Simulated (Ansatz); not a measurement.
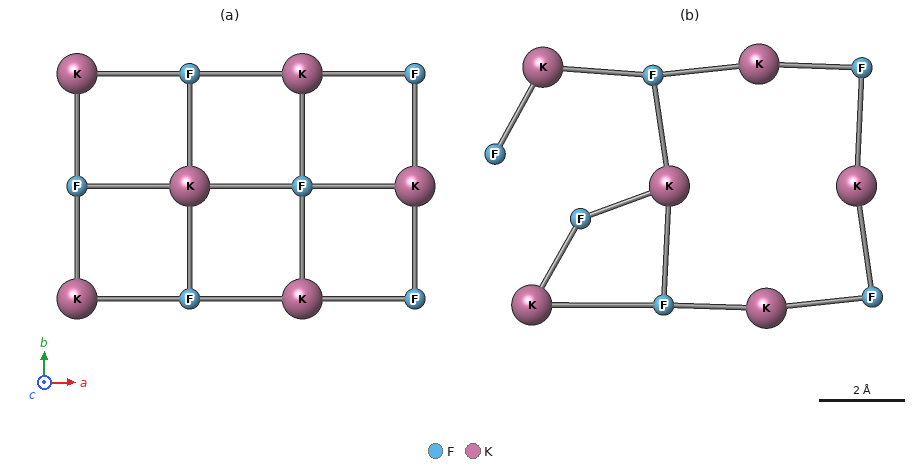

Left: perfect KF. Right: the same region with a pair of point defects, after relaxing the atoms in a supercell of 64 sites. The picture is a ball-and-stick view of the atoms within 5.4 Å of one point, in a slice 4.2 Å thick across the line of sight, seen along the c axis.

Computed with DFT, PBEsol, PAW, plane waves in Ansatz 0.2.0. Set-up: plane-wave cutoff 420 eV; k-point mesh 1 × 1 × 1; mesh shifted by (0.25, 0.25, 0.25); no spin polarisation. Fermi-Dirac smearing of 0.01 eV. The axes drawn are those of the host's conventional cell.

> What kind of defect was made?

A fluorine atom is replaced by potassium and a potassium atom is replaced by fluorine, the two sites 2.7 Å apart.

The charge state of the cell is 0.

> How does the lattice respond?

In the host the F atom has 6 K at 2.65 Å; the K atom ends with 4 F at 2.23 to 2.65 Å. In the host the K atom has 6 F at 2.65 Å; the F atom ends with 4 K at 2.23 to 2.58 Å, 1 F at 2.52 Å. Of the host's atoms, a fluorine atom moves furthest from its site, by 1.25 Å. The K atom itself moves 2.20 Å from where it was put. The F atom itself moves 1.81 Å from where it was put.
